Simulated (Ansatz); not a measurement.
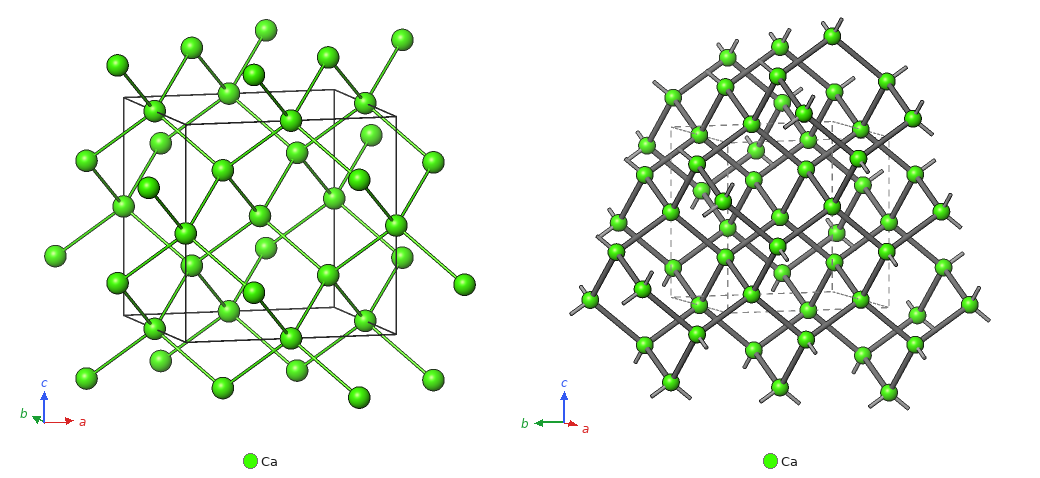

Left: the structure. Right: its underlying net. Nodes are coloured by element. Edges to nodes outside the piece are drawn as stubs.

Ca (space group Fd-3m, No. 227). Coordinates: the geometry relaxed with DFT, PBE, PAW with Ansatz's default frozen-core files, scalar-relativistic (Ansatz 0.2.0); the starting structure was generated, so it need not be a known form of this composition.

Bonds are taken as Ca–Ca below 4.2 Å. The graph is simplified in the usual way: terminal and isolated atoms are pruned, two-connected atoms become edges.

The result is a uninodal 4-connected, three-periodic net: Ca is a 4-connected node. It is the dia net, known from diamond, zinc blende and cristobalite. It is a single net, without interpenetration.

```csv
node,links,point symbol,coordination sequence
Ca,4,6⁶,4 12 24 42 64 92 124 162
```
